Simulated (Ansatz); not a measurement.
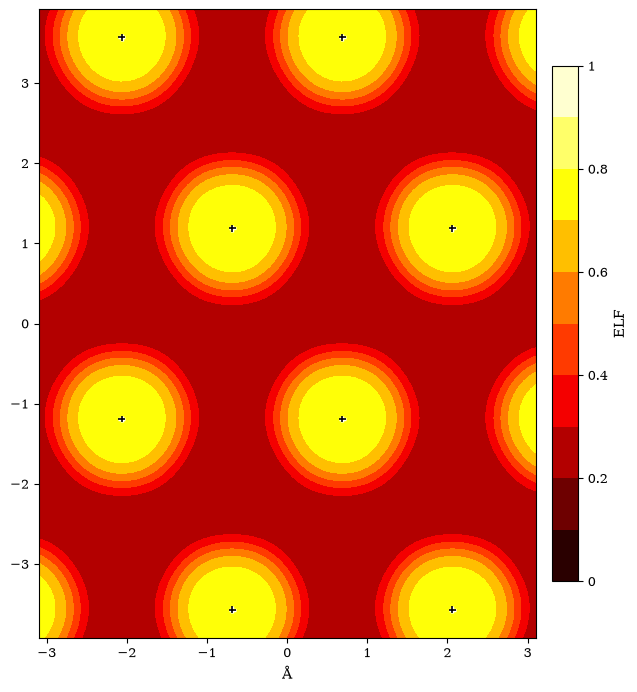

The ELF on a plane through atoms (crosses mark nuclei in the plane).

These are results of Kohn-Sham DFT of a periodic cell, PBEsol, Ansatz PAW (Ansatz 0.2.0), not measurements.

Candidates:
A. Sn, a = 3.86 Å, b = 3.86 Å, c = 3.86 Å, α = 90.00°, β = 90.00°, γ = 90.00°. Space group Im-3m; a structure from a database of computed crystals, not necessarily the ambient phase; computed pressure about −4 GPa in this cell.
B. Rh, a = 2.75 Å, b = 2.75 Å, c = 4.46 Å, α = 90.00°, β = 90.00°, γ = 120.00°. Space group P6₃/mmc; a structure from a database of computed crystals, not necessarily the ambient phase; computed pressure about −18 GPa in this cell.

Which system is this?

Answer. Candidate B: Rh on the (001) plane of the conventional cell, which holds Rh. Rh–Rh (2.75 Å): the ELF is about 0.25 at the midpoint; no localised pair shows between them.
